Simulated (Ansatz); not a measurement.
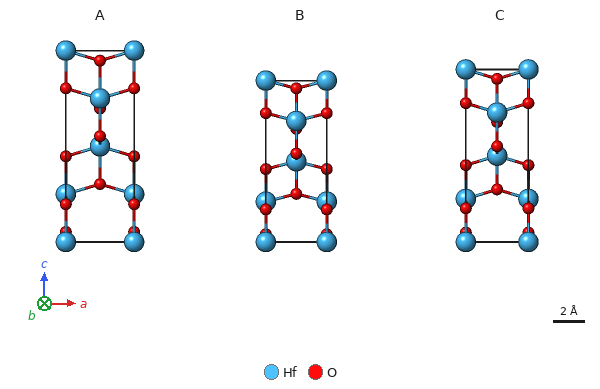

3 geometries from one relaxation of crystalline HfO₂ (a generated structure, set up in I4_1/amd) (coarse preliminary run), in shuffled order. A ball-and-stick model of the conventional cell (2 times the calculation's cell), seen along the b axis. Lengths and directions refer to the drawn axes.

Computed with Ansatz 0.2.0, DFT PBE, scalar-relativistic, plane waves, PAW. Settings: plane-wave cutoff 420 eV; k-point mesh 6 × 6 × 6; occupations gaussian; smearing width 0.1 eV; no spin polarisation; cell and atoms relaxed; force threshold 0.04 eV/Å; at most 70 steps.

Q: Put them in the order of the run, from the start to the converged end.

A: A, C, B. They are steps 0, 2, 8, at +992 meV per atom, +104 meV per atom relative to the last. The largest moves relative to the cell, 0.046 Å, are those of O atoms. Hf stays in place. The volume changes by −32.9 %, with a = b 4.504 → 4.019 Å (−10.8 %), c 12.623 → 10.645 Å (−15.7 %). Near-neighbour distances that change, for instance: Hf–Hf 3.877 → 3.335 Å, Hf–O 2.492 → 2.147 Å, Hf–O 2.348 → 2.074 Å. Bond angles that change, for instance: O–Hf–O 147.1° → 151.3°, Hf–O–Hf 147.1° → 151.3°, O–Hf–O 73.6° → 75.6°. The space group stays I4_1/amd (No. 141). The energy falls by 992 meV per atom in 6 accepted moves (8 points after the start). The largest force component goes from 0.5 to 0.00018 eV/Å. Pressure: −32.03 GPa at the start and 0.02 GPa at the end. The SCF was repeated twice at an unchanged geometry on a basis and grid sized afresh for the cell, which shifted the energy by 4.7 meV per atom at most.
